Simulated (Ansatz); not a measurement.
Zn12F: several calculations on one system

**1. Relaxation**

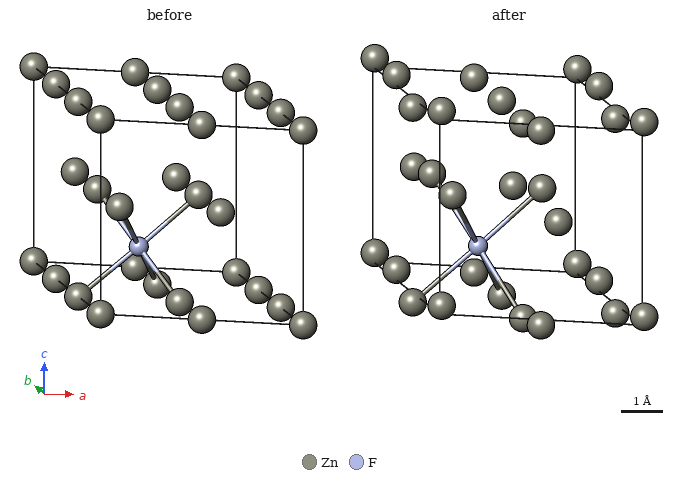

The structure of a defect cell of composition Zn12F before (left) and after (right) a relaxation, at one scale.

A ball-and-stick model of the cell of the calculation, seen slightly off an axis.

It is an interstitial F in hcp Zn. The run prepares the start of a later molecular dynamics calculation, from a guessed geometry.

Theory: DFT PBE, scalar-relativistic, plane waves, PAW in Ansatz 0.2.0.

Input
```yaml
accuracy: low
crystal:
  lattice:
    - [5.32, 0.0, 0.0]
    - [-3.99, 6.910883, 0.0]
    - [0.0, 0.0, 4.93696]
  atoms:
    - { symbol: Zn, position: [0.0, 0.0, 0.0] }
    - { symbol: Zn, position: [0.1666667, 0.2222222, 0.5] }
    - { symbol: Zn, position: [0.0, 0.3333333, 0.0] }
    - { symbol: Zn, position: [0.1666667, 0.5555556, 0.5] }
    - { symbol: Zn, position: [0.0, 0.6666667, 0.0] }
    - { symbol: Zn, position: [0.1666667, 0.8888889, 0.5] }
    - { symbol: Zn, position: [0.5, 0.0, 0.0] }
    - { symbol: Zn, position: [0.6666667, 0.2222222, 0.5] }
    - { symbol: Zn, position: [0.5, 0.3333333, 0.0] }
    - { symbol: Zn, position: [0.6666667, 0.5555556, 0.5] }
    - { symbol: Zn, position: [0.5, 0.6666667, 0.0] }
    - { symbol: Zn, position: [0.6666667, 0.8888889, 0.5] }
    - { symbol: F, position: [0.3346095, 0.4428845, 0.246066] }
basis:
  ecutwfc: 420.0
kpoints:
  mp_grid: { grid: [2, 2, 2] }
hamiltonian:
  xc: pbe
scf:
  occupations: { method: fermi_dirac, width: 0.1 }
  lower_state_search: "off"
relax:
  f_tol: 0.08
  max_steps: 25
  adjacent_minimum: "off"
```

Run as
```bash
ansatz run input.yaml --threads 1 --pin off --max-ram 3072MiB --backend cpu --events-out ev --progress --plain --runs-dir out
```

**Summarise the run.**

The largest move is that of Zn9, 0.42 Å roughly along [1 0 −3]. Largest moves by element: Zn 0.42 Å, F 0.02 Å. The cell stays as it was. Among the contacts that change: Zn11–F13 1.967 → 2.348 Å, Zn9–F13 1.945 → 2.317 Å, Zn4–F13 1.995 → 2.340 Å, Zn3–F13 1.963 → 2.162 Å. The energy falls by 2.712 eV per cell of the calculation in 4 geometry steps. The largest force component goes from 2.8 to 0.057 eV/Å. The run took 12 s on 1 thread of AMD EPYC 9R45 96-Core Processor (Zen 5), on a shared host, peak memory 0.54 GiB.

Limits of the set-up: the cell has an odd number of electrons but was run without spin polarisation; the k-point mesh is coarse for a cell with partly filled bands; the program's low-accuracy preset was used; the periodic images lie only 4.9 Å apart, so the values are limited by the cell's size.

**2. Dynamics**

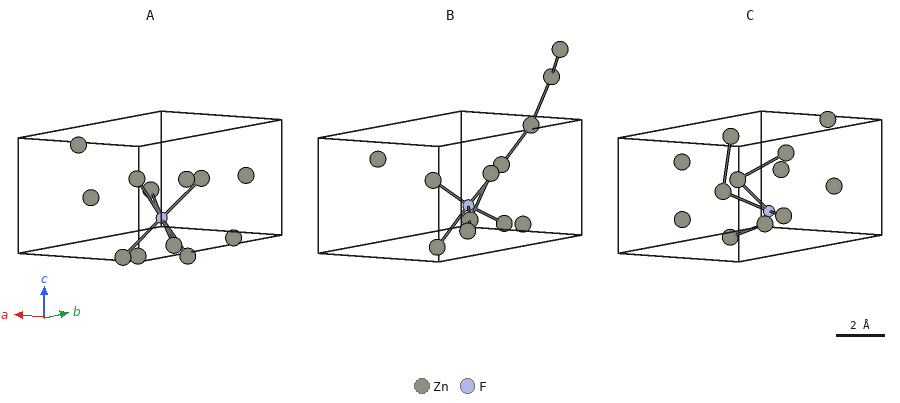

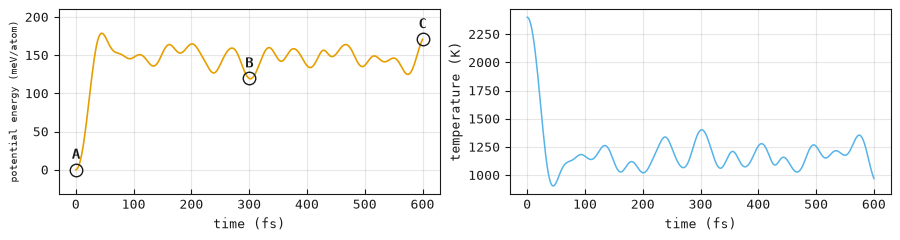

Molecular dynamics of Zn with an interstitial F (13 atoms in the cell), 600 fs long. Frames (A at 0 fs, B at 300 fs, C at 600 fs) and the history of the run. Style: ball-and-stick. Shown: the simulation cell, from a free direction. Atoms that leave the cell re-enter on the other side. Bonds to atoms that aren't drawn are left out.

Computed with DFT PBE, scalar-relativistic, plane waves, PAW (Ansatz). Settings: plane-wave cutoff 420 eV; k-point mesh 2 × 2 × 2; Fermi-Dirac smearing 0.1 eV; low-accuracy preset; constant energy (NVE); velocities drawn for 2400 K; time step 2 fs.

Input file:
```yaml
accuracy: low
crystal:
  lattice:
    - [5.32, 0.0, 0.0]
    - [-3.99, 6.910883, 0.0]
    - [0.0, 0.0, 4.93696]
  atoms:
    - { symbol: Zn, position: [0.01101356, 0.00226226, 0.04328111] }
    - { symbol: Zn, position: [0.126374, 0.18962379, 0.56594617] }
    - { symbol: Zn, position: [-0.02764288, 0.3178083, -0.02708832] }
    - { symbol: Zn, position: [0.14794466, 0.56218171, 0.57691574] }
    - { symbol: Zn, position: [0.00772084, 0.66887869, 0.04693741] }
    - { symbol: Zn, position: [0.16763822, 0.89098859, 0.52467978] }
    - { symbol: Zn, position: [0.49960001, -0.00179394, -0.02842933] }
    - { symbol: Zn, position: [0.65936447, 0.22039985, 0.45095054] }
    - { symbol: Zn, position: [0.51908604, 0.32590628, -0.07970441] }
    - { symbol: Zn, position: [0.69526533, 0.57309452, 0.53008175] }
    - { symbol: Zn, position: [0.53742036, 0.69821065, -0.06353061] }
    - { symbol: Zn, position: [0.65491059, 0.88606127, 0.45644335] }
    - { symbol: F, position: [0.3359145, 0.44259594, 0.24958281] }
basis:
  ecutwfc: 420.0
kpoints:
  mp_grid: { grid: [2, 2, 2] }
hamiltonian:
  xc: pbe
scf:
  occupations: { method: fermi_dirac, width: 0.1 }
  lower_state_search: "off"
md:
  timestep: 2
  n_steps: 300
  ensemble: nve
  temperature: 2400.0
  initial_velocities: maxwell_boltzmann
  seed: 845878
```

Run as
```bash
ansatz run input.yaml --threads 1 --pin off --max-ram 3072MiB --backend cpu --events-out ev --progress --plain --runs-dir out
```

Describe the run.

Root-mean-square distances from the starting positions over the second half, with the common drift of all atoms taken out: Zn 0.99 Å, F 0.86 Å. That is a large part of the typical shortest distance between atoms in the first frame, about 2.3 Å and still growing: the atoms leave their places as in a liquid. Over the second half the temperature averages 1179 K (spread ±90 K). The first frame carries almost no forces, so kinetic energy first flows into potential energy: the temperature drops from 2400 to 904 K within 44 fs, and without a thermostat its mean stays below the start. The potential energy in the second half lies on average 146 meV per atom above the first frame. The total energy stays between −0.0021 and 0.18 meV per atom of its start. A straight-line fit has a slope that amounts to −0.011 meV per atom over 600 fs (under 0.1 % of the mean kinetic energy), and the ripple about it is 0.1 % of the kinetic energy's fluctuation. With a drift under 2 % and a ripple under 7 %, the integration is accurate.

Limits of the set-up: the cell has an odd number of electrons but was run without spin polarisation; the k-point mesh is coarse for a cell with partly filled bands; the program's low-accuracy preset was used; the periodic images lie only 4.9 Å apart, so the values are limited by the cell's size.

Cost: 8.4 min on 1 thread of AMD EPYC 9R45 96-Core Processor (Zen 5) (shared host), peak memory 0.68 GiB.

**3. Dynamics**

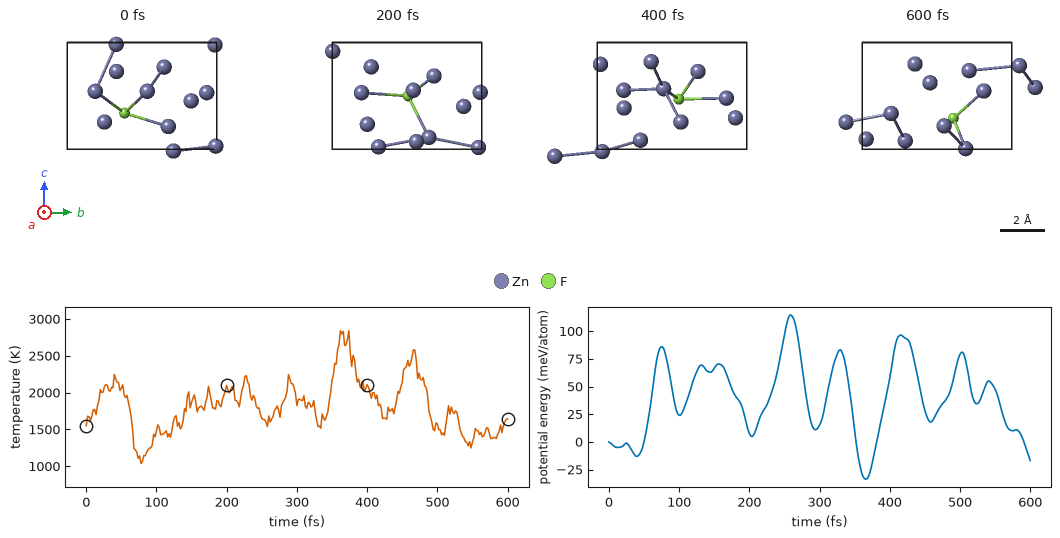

Molecular dynamics of Zn with an interstitial F (13 atoms in the cell), 600 fs long. It starts from the last geometry of an earlier run, with fresh velocities. Frames and the history of the run. A ball-and-stick model of the simulation cell, seen along the a axis. Atoms that leave the cell re-enter on the other side. Bonds to atoms that aren't drawn are left out.

Theory: DFT PBE, scalar-relativistic, plane waves, PAW in Ansatz. Run with plane-wave cutoff 420 eV; k-point mesh 2 × 2 × 2; Fermi-Dirac smearing 0.1 eV; low-accuracy preset; Langevin thermostat (NVT); set temperature 1680 K; time step 2 fs; friction 0.005 per fs.

Q: What do the frames and curves show?

A: Over the second half the temperature averages 1864 K (spread ±391 K). The potential energy in the second half lies on average 38.4 meV per atom above the first frame. Root-mean-square distances from the starting positions over the second half, with the common drift of all atoms taken out: F 1.49 Å, Zn 1.15 Å. Against the typical shortest distance between atoms in the first frame, about 2.3 Å these are large excursions, but over 600 fs one can't yet tell strong vibration from the start of diffusion. 2 of the 13 free atoms end more than three quarters of that spacing from the start.

Limits of the set-up: the cell has an odd number of electrons but was run without spin polarisation; the k-point mesh is coarse for a cell with partly filled bands; the program's low-accuracy preset was used; the periodic images lie only 4.9 Å apart, so the values are limited by the cell's size.

The run took 11 min on 1 thread of AMD EPYC 9R45 96-Core Processor (Zen 5), on a shared host, peak memory 0.67 GiB.
